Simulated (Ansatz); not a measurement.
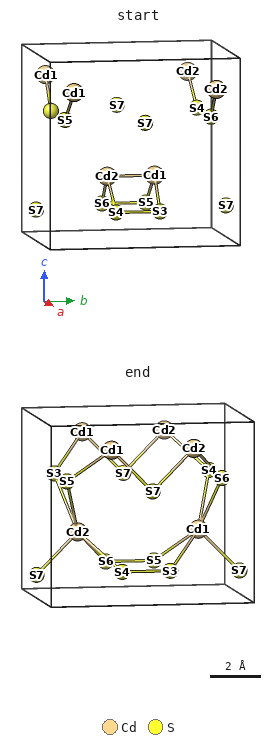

The structure of crystalline Cd₂S₅ (built on the random type) (coarse preliminary run) before (top) and after (bottom) a relaxation, at one scale.

The picture is a ball-and-stick view of the conventional cell (2 times the calculation's cell), seen slightly off an axis. Lengths and directions refer to the drawn axes.

Case: random cell with space group Imm2 (No. 44).

All numbers below come from Ansatz 0.2.0, DFT PBE, scalar-relativistic, plane waves, PAW. Set-up: plane-wave cutoff 420 eV; k-point mesh 4 × 4 × 4; occupations gaussian; smearing width 0.1 eV; no spin polarisation; cell and atoms relaxed; force threshold 0.04 eV/Å; at most 70 steps.

Summarise the run.

The largest moves relative to the cell, 1.46 Å, are those of Cd1 and Cd2. Cd2 goes roughly along −b. By element the largest moves are Cd 1.46 Å, S 0.29 Å. The volume changes by +6.3 %, with a 6.334 → 6.517 Å (+2.9 %), b 7.864 → 8.414 Å (+7.0 %), c 7.688 → 7.423 Å (−3.4 %). Near-neighbour distances that change, for instance: Cd1–Cd2 1.966 → 5.004 Å, Cd1–S4 3.622 → 2.758 Å, Cd1–S7 3.224 → 2.427 Å, Cd1–S3 2.052 → 2.782 Å. New bonds form: Cd1–S4 (3.62 → 2.76 Å), Cd1–S6 (3.62 → 2.76 Å), Cd1–S7 (3.22 → 2.43 Å), Cd2–S3 (3.62 → 2.76 Å). Bonds break: Cd1–Cd2 (1.97 → 5.00 Å). Among the angles between lasting bonds that change: Cd1–S3–S4 92.0° → 122.7°, S3–Cd1–S5 101.0° → 82.2°. The space group stays Imm2 (No. 44). Over 12 accepted moves (13 points after the start) the energy falls by 2255 meV per atom. Largest force component: 23 eV/Å at the start, 0.013 eV/Å at the end. The pressure goes from 36.23 to 0.04 GPa. The SCF was repeated once at an unchanged geometry on a basis and grid sized afresh for the cell, which shifted the energy by 0.2 meV per atom at most. The run took roughly 6 core-minutes on a shared host.
